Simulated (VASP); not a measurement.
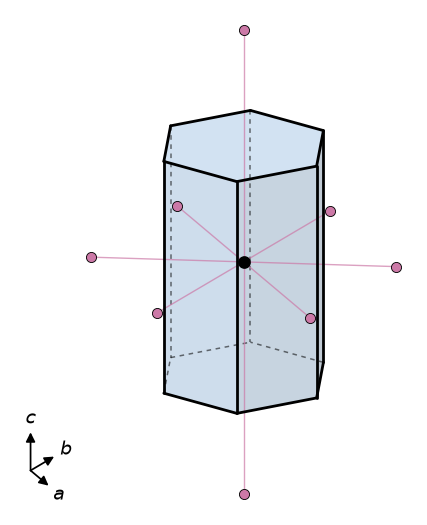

For Si, the end point of a relaxation with VASP 6.6.1, VASP Kohn-Sham DFT of a periodic cell, r2SCAN, VASP PAW PBE potentials, recommended: the Wigner–Seitz cell of the crystal's lattice, with lines to the lattice points that define its faces. Symmetry computed with spglib at a tolerance of 0.002 Å; standard conventional cell.

a = 3.831 Å, b = 3.831 Å, c = 6.333 Å, α = 90.00°, β = 90.00°, γ = 120.00°; lattice centring P.

Question: Which of Fedorov's five parallelohedra is it?

Answer: A hexagonal prism: 8 faces (6 with 4 edges, 2 with 6 edges), 18 edges, 12 vertices. Its volume is that of the primitive cell, 80.5 Å³.

Question: Which lattice vectors do the faces bisect?

Answer:
```csv
example,length (Å),faces,edges of each,area (Å²)
a,3.83,6,4,14.0
c,6.33,2,6,12.7
```
